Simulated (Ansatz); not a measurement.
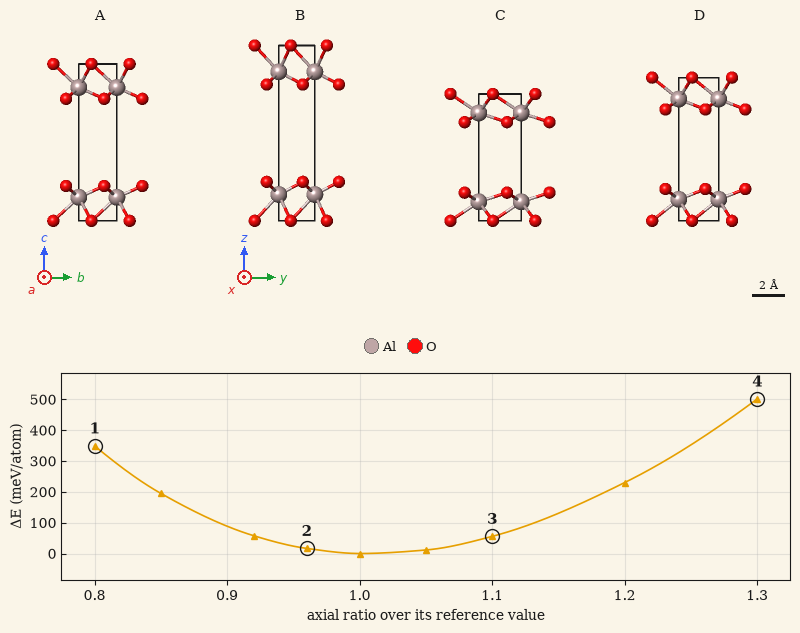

Energy scan for solid Al2O3 (P-6m2), in which the ratio of the cell's length along z to its lengths across, counted as 1 for the reference, is changed at fixed volume (a c/a path), with the atoms kept at their fractional coordinates. x, y and z are the Cartesian axes of the input. The frames are shuffled; the numbered points of the plot belong to them. The picture is a ball-and-stick view of the cell of the calculation, repeated 1 × 1 × 1 with one cell outlined, seen along the a axis.

All numbers below come from DFT r2SCAN, scalar-relativistic, plane waves, PAW in Ansatz. Settings: plane-wave cutoff 500 eV; k-point mesh 12 × 12 × 4; occupations gaussian; smearing width 0.05 eV; no spin polarisation. Energies (free energies at the smearing named) are counted from the cell as listed in its source, which wasn't relaxed.

### Match the frames to the points.

Point 1 is frame C (the relative ratio 0.80, 349 meV/atom); 2 is frame D (the relative ratio 0.96, 17 meV/atom); 3 is frame A (the relative ratio 1.10, 56 meV/atom); 4 is frame B (the relative ratio 1.30, 501 meV/atom). The lowest computed point lies at the relative ratio 1.00 (0 meV/atom). At the ends of the scan the energy is 349 meV/atom (0.80) and 501 meV/atom (1.30). The unrelaxed reference is under a pressure of −4.5 GPa. The distortion keeps the space group P-6m2. At the relative ratio 1.30 the cell of the drawing goes a 2.884 → 2.643 Å, b 2.884 → 2.643 Å, c 9.337 → 11.121 Å.

Limits of the set-up: layers or molecules are held without a dispersion correction, so their spacing is unreliable.
